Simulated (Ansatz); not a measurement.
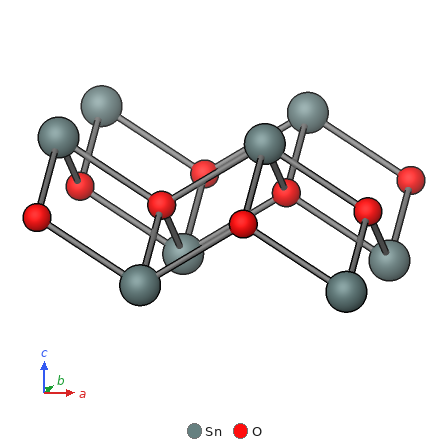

System: SnO (a slab or sheet, periodic in two directions). The picture shows the slab (repeated in the plane, vacuum cut away).

The given structure:
```xyz
4
Lattice="3.8206 0.0000 0.0000 0.0000 3.8206 0.0000 0.0000 0.0000 30.6349" Properties=species:S:1:pos:R:3 pbc="T T T"
Sn    2.8655    0.9552   14.1356
O     0.9552    0.9552   15.3174
O     2.8655    2.8655   15.3174
Sn    0.9552    2.8655   16.4993
```

Method: a free-standing sheet under strain in its plane, atoms relaxed at each strain, energy counts from the given unstrained cell, the sheet is isolated along c, plane waves with PAW datasets, Γ-centred k mesh (Ansatz 0.2.0). Level: PBE with D3(BJ), no spin polarisation.

wave cutoff 420 eV; k mesh 6×6×1; occupations Gaussian; smearing width 0.02 eV; boundary isolated; strain kind along x.

What does the calculation give for the energy change against strain? The strain takes the values −2, 0, 2, 5 %.

The energy rises on both sides of the starting structure, which is therefore a minimum along this path. The energy change is 6.80 meV/cell at strain −2 % and 38.69 meV/cell at 5 %; the lowest computed point is at strain 0 % (0.00 meV/cell), and no other minimum shows among the points.

```
strain (%)  energy change (meV/cell)
        -2                      6.80
         0                      0.00
         2                      6.56
         5                     38.69
```

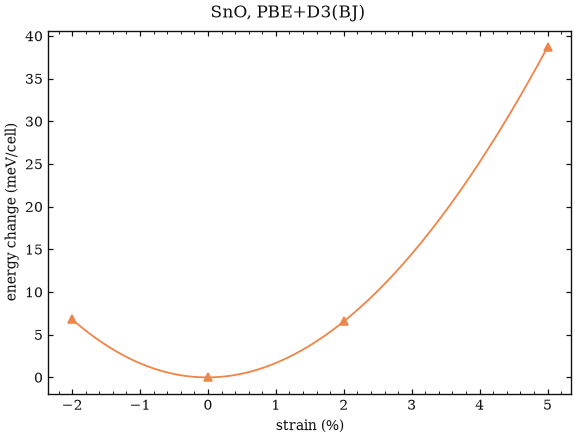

Caveats: structure snapped to symmetry; xc potential rough in thin density.
